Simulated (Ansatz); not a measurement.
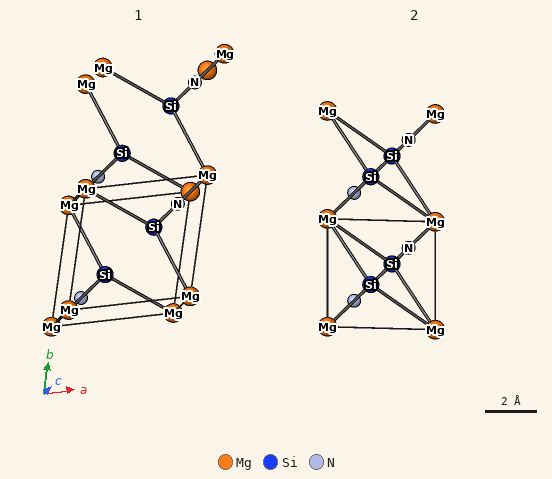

Two geometries of a crystal of MgSi$_{2}$N$_{2}$ (a generated structure, set up in R-3m) (coarse preliminary run), drawn at one scale. One is the start of a relaxation, the other its converged end. A ball-and-stick model of the cell of the calculation, repeated 1 × 2 × 1 with one cell outlined, seen along the c axis.

The calculation used DFT PBE, scalar-relativistic, plane waves, PAW in Ansatz 0.2.0. (plane-wave cutoff 420 eV; k-point mesh 6 × 6 × 6; occupations gaussian; smearing width 0.1 eV; no spin polarisation; cell and atoms relaxed; force threshold 0.04 eV/Å; at most 70 steps)

Which of the two is the end point?

Answer. Structure 1 is the relaxed one. After 17 accepted moves (19 points after the start) the energy has fallen by 9058 meV per atom. The largest force component goes from 86 to 0.021 eV/Å. Pressure: 205.40 GPa at the start and 0.33 GPa at the end. At 2 points the geometry stayed and the basis and grid were re-selected for the new cell (energy shift of 128 meV per atom at most each time). The largest moves relative to the cell, 0.60 Å, are those of Si and N atoms. By element the largest moves are N 0.60 Å, Si 0.60 Å. Mg stays in place. The volume changes by +36.1 %, with a = b = c 4.240 → 4.841 Å (+14.2 %), α 91.5° → 75.0°, β 91.5° → 75.0°, γ 91.5° → 75.0°. Near-neighbour distances that change, for instance: N–Si 2.507 → 4.822 Å, Si–Si 1.406 → 3.229 Å, Mg–Si 2.869 → 3.550 Å, N–Si 1.101 → 1.594 Å. Bonds break: Si–Si (1.41 → 3.23 Å). The space group stays R-3m (No. 166). The run took 2.1 min on 1 thread of AMD EPYC (Zen 3) (shared host), peak memory 0.41 GiB.
